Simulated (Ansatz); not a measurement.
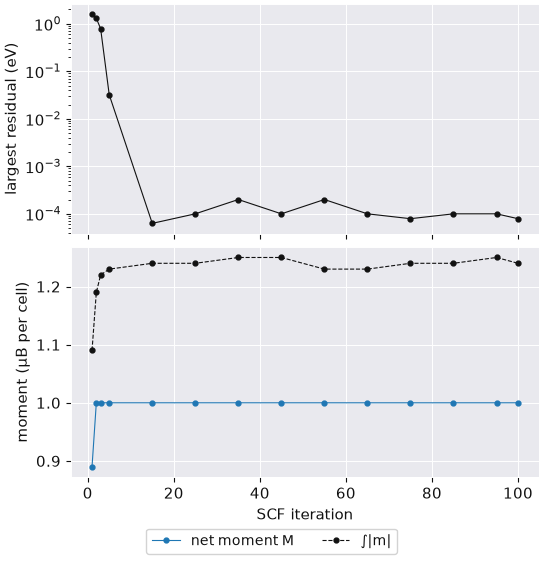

The plot shows the SCF iterations of a calculation: largest residual, magnetic moments. Only some iterations were kept.

Program: Ansatz.

```
crystal:
  lattice:
    - [3.85, 0, 0]
    - [0, 3.85, 0]
    - [0, 0, 3.85]
  atoms:
    - { symbol: Sr, position: [0, 0, 0] }
    - { symbol: V, position: [0.5, 0.5, 0.5], spin: 1.0 }
    - { symbol: O, position: [0.5, 0.5, 0] }
    - { symbol: O, position: [0.5, 0, 0.5] }
    - { symbol: O, position: [0, 0.5, 0.5] }
kpoints:
  mp_grid: { grid: [6, 6, 6], shift: [0, 0, 0] }
hamiltonian:
  xc: pbe
  pseudopotentials: { kind: paw }
  hubbard:
    occupation_matrices:
      up:
        matrix:
          - [0.3, 0, 0, 0, 0]
          - [0, 0.2, 0, 0, 0]
          - [0, 0, 0.2, 0, 0]
          - [0, 0, 0, 0.3, 0]
          - [0, 0, 0, 0, 0.9]
      dn:
        matrix:
          - [0.25, 0, 0, 0, 0]
          - [0, 0.1, 0, 0, 0]
          - [0, 0, 0.1, 0, 0]
          - [0, 0, 0, 0.25, 0]
          - [0, 0, 0, 0, 0.1]
    sites:
      - { site: 1, l: d, u_eff: 3.25, starting_ns: [{ spin: up, occupation_matrix: up }, { spin: down, occupation_matrix: dn }] }
magnetization:
  spin_polarized: true
scf:
  occupations: { method: gaussian, width: 0.1 }
  lower_state_search: standard
```

Did the calculation converge?

Answer. Not converged after 100 iterations. The residual stalls around 10⁻⁴ from about step 15 on.

What is the residual at the start and at the end?

Answer. It starts near 2 and ends near 8 × 10⁻⁵ eV.

How do the moments develop?

Answer. The net moment goes from 0.9 to 1.0 μB per cell, though in an unconverged run this needn't be final.
